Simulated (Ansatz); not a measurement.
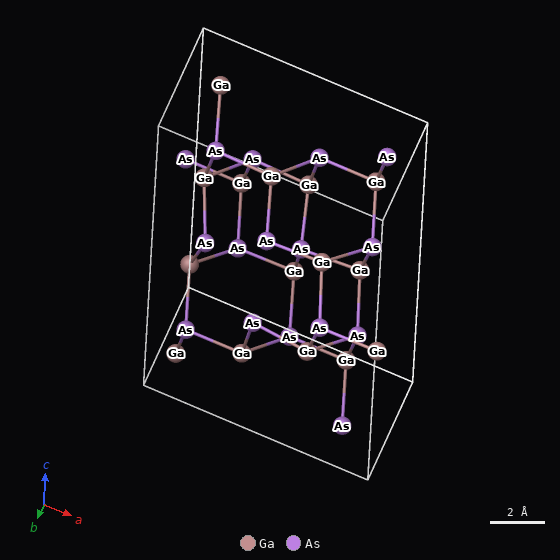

The image is a ball-and-stick drawing of a crystal, viewed from a general direction. The edges of the supercell are marked. The host is GaAs, in a cell of 32 sites, and the cell carries a charge of -1.

Identify the point defect.

Answer. A gallium vacancy. Around the empty site lie four As at about 2.2 Å.

Computational set-up: DFT PBEsol, scalar-relativistic, plane waves, PAW in Ansatz 0.2.0, a plane-wave cutoff of 420 eV, 2×2×2 k-mesh, Gaussian smearing of 0.02 eV, collinear spins.

Is a magnetic moment found?

Answer. Yes, 0.5 μB in the cell.

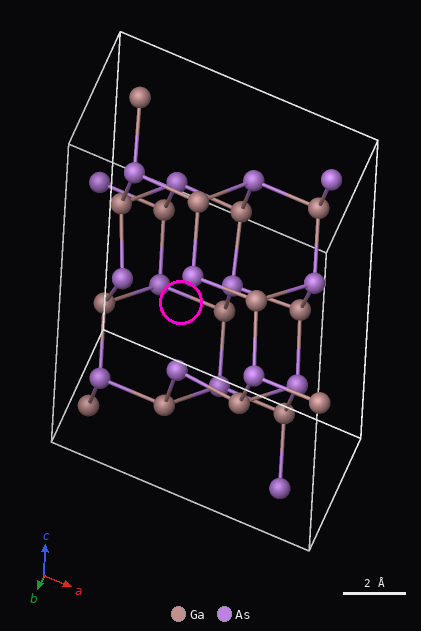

The same cell with a ring at the defect's site.

The atoms were relaxed in the host's cell with Ansatz, DFT PBEsol, scalar-relativistic, plane waves, PAW.
